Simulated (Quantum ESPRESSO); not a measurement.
# BAs (F-43m): from Born charge to LO-TO splitting

Wanted: the LO mode of BAs (F-43m) from the TO mode and the field response.

Method: DFT LDA, scalar-relativistic, plane waves, PseudoDojo norm-conserving pseudopotentials, in Quantum ESPRESSO 7.5.

### 1. The relaxed structure

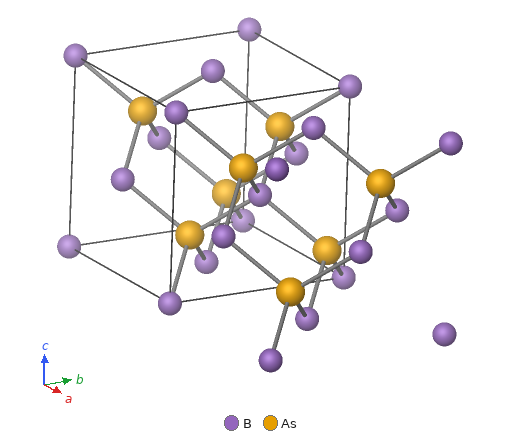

The starting structure, seen slightly off an axis (boron purple, arsenic orange). 2×1×1 cells are drawn. This picture shows the conventional cell, with its axes. Bonds to atoms that aren't drawn are left out. Some periodic images of atoms are drawn too.

This is the cell after its relaxation at this level of theory, not the database cell from which that began.

### 2. What the response run gave

A linear-response run on the relaxed cell, with the response to an electric field; only its zone-centre results are used. Cutoff 88 Ry, k mesh 12×12×12.

Output:

```text
[banners, grids, parts of the stress and lines that vanish by symmetry left out]
Program PHONON v.7.5
     Reading xml data from directory:

[...]
Exchange-correlation= PW
                           (   1   4   0   0   0   0   0)
[...]
kinetic-energy cut-off    =      88.0000  Ry
     charge density cut-off    =     352.0000  Ry
     convergence threshold     =      1.0E-18
[...]
Exchange-correlation= PW
                           (   1   4   0   0   0   0   0)
[...]
q = (   0.0000000   0.0000000   0.0000000 )
     25 Sym.Ops. (with q -> -q+G )
     G cutoff =  356.4677  (  19891 G-vectors)     FFT grid: ( 40, 40, 40)
     number of k points=    72
[...]
Mode symmetry, T_d (-43m)  point group:
[...]
Dielectric constant
[...]
End of electric fields calculation
          Dielectric constant in cartesian axis
          (       9.634004381      -0.000000000       0.000000000 )
          (       0.000000000       9.634004381      -0.000000000 )
          (      -0.000000000      -0.000000000       9.634004381 )
          Effective charges (d Force / dE) in cartesian axis without acoustic sum rule applied (asr)
           atom    1  B     Mean Z*:       -0.54086
      Ex  (       -0.54086       -0.00000       -0.00000 )
      Ey  (       -0.00000       -0.54086       -0.00000 )
      Ez  (        0.00000        0.00000       -0.54086 )
           atom    2  As    Mean Z*:        0.53610
      Ex  (        0.53610        0.00000        0.00000 )
      Ey  (        0.00000        0.53610        0.00000 )
      Ez  (       -0.00000        0.00000        0.53610 )
          Effective charges Sum: Mean:       -0.00476
[...]
Effective charges (d Force / dE) in cartesian axis with asr applied:
           atom    1  B     Mean Z*:       -0.53848
[...]
atom    2  As    Mean Z*:        0.53848
[...]
Representation #   1 modes #   1   2   3
[...]
End of self-consistent calculation
     Convergence has been achieved
     Representation #   2 modes #   4   5   6
[...]
End of self-consistent calculation
     Convergence has been achieved
[...]
Dielectric constant in cartesian axis
          (       9.634004381      -0.000000000       0.000000000 )
          (       0.000000000       9.634004381      -0.000000000 )
          (      -0.000000000      -0.000000000       9.634004381 )
          Effective charges (d Force / dE) in cartesian axis without acoustic sum rule applied (asr)
           atom    1  B     Mean Z*:       -0.54086
      Ex  (       -0.54086       -0.00000       -0.00000 )
      Ey  (       -0.00000       -0.54086       -0.00000 )
      Ez  (        0.00000        0.00000       -0.54086 )
           atom    2  As    Mean Z*:        0.53610
      Ex  (        0.53610        0.00000        0.00000 )
      Ey  (        0.00000        0.53610        0.00000 )
      Ez  (       -0.00000        0.00000        0.53610 )
          Effective charges Sum: Mean:       -0.00476
[...]
Effective charges (d Force / dE) in cartesian axis with asr applied:
           atom    1  B     Mean Z*:       -0.53848
[...]
atom    2  As    Mean Z*:        0.53848
[...]
q = (    0.000000000   0.000000000   0.000000000 )
[...]
freq (    1) =       0.099910 [THz] =       3.332656 [cm-1]
     freq (    2) =       0.099910 [THz] =       3.332656 [cm-1]
     freq (    3) =       0.099910 [THz] =       3.332656 [cm-1]
     freq (    4) =      21.003257 [THz] =     700.593258 [cm-1]
     freq (    5) =      21.003257 [THz] =     700.593258 [cm-1]
     freq (    6) =      21.003257 [THz] =     700.593258 [cm-1]
[...]
Mode symmetry, T_d (-43m)  point group:
     freq (   1-   3) =          3.3  [cm-1]   --> T_2  G_15 P_4   I+R
     freq (   4-   6) =        700.6  [cm-1]   --> T_2  G_15 P_4   I+R

   JOB DONE.
```

| quantity | value |
| --- | --- |
| cell volume Ω (Å³) | 26.488 |
| mass of B (u) | 10.810 |
| mass of As (u) | 74.922 |
| Born charge of B, raw (e) | -0.541 |
| Born charge of As, raw (e) | 0.536 |
| ε∞ | 9.634 |
| ω(TO) after the sum rule (cm⁻¹) | 700.6 |

### 3. The calculation

The charges must sum to zero over the cell; taking off their mean, -0.002 e, leaves Z* = -0.538 e on B. In the polar mode B moves against As, so the reduced mass is μ = 10.81 × 74.92 / 85.73 = 9.447 u.

A longitudinal wave builds up a field that adds to the restoring force: ω(LO)² = ω(TO)² + 4π Z*² / (μ Ω ε∞), in Hartree atomic units. With μ = 17221 electron masses and Ω = 178.75 bohr³ the second term is 1.2288e-07 Ha², or 5919 cm⁻² (1 Ha = 219474.6 cm⁻¹).

So ω(LO) = √(490812 + 5919) = 704.8 cm⁻¹, and by the Lyddane-Sachs-Teller relation ε₀ = ε∞ (ω(LO)/ω(TO))² = 9.75.

### 4. Check against the program

The analysis program adds the same non-analytic term to the full matrix, here for q along (1 0 0).

Output:

```text
[banner, memory and clock lines left out]
Program DYNMAT v.7.5

     Reading Dynamical Matrix from file g.dyn
     ...Force constants read
     ...epsilon and Z* read

     Polarizability (A^3 units)
     multiply by 0.257865 for Clausius-Mossotti correction
        18.198967    0.000000   -0.000000
        -0.000000   18.198967   -0.000000
         0.000000   -0.000000   18.198967

     IR activities are in (D/A)^2/amu units

# mode   [cm-1]    [THz]      IR
    1     -0.00   -0.0000    0.0000
    2     -0.00   -0.0000    0.0000
    3      0.00    0.0000    0.0000
    4    700.58   21.0028    0.7081
    5    700.58   21.0028    0.7081
    6    704.79   21.1291    0.7081
```

ε₀ comes from the program's run without a direction of q.

| quantity | by hand | program |
| --- | --- | --- |
| ω(LO) (cm⁻¹) | 704.8 | 704.8 |
| ε₀ | 9.75 | 9.75 |

### 5. Results

```json
{"TO mode": "700.6 cm⁻¹", "LO mode": "704.8 cm⁻¹", "static dielectric constant": "9.750"}
```

In words: The LO mode of BAs (F-43m) lies at 705 cm⁻¹, 4 cm⁻¹ above the TO mode; the formula meets the program within 0.1 cm⁻¹, as it must for a cubic crystal with one polar mode. ω(LO)² − ω(TO)² goes with Z*²/ε∞: an error of 5 % in ε∞ would move the LO mode by 0.2 cm⁻¹, and semilocal functionals tend to overestimate ε∞. These are harmonic values at zero temperature, at the volume of this functional, for the structure held cubic; stability elsewhere in the zone is no part of this calculation.

[Host names and launcher messages were left out of these logs when they were recorded.]

[Logs are printed without paths, hosts, clocks, repeated set-up lines and the standing remarks that a program may print on its own settings, such as how far it seeks lower states.]

[Hosts, paths, dates, database ids (printed as entryN), source tags and the programs' standing remarks are cut or masked in the printed files.]
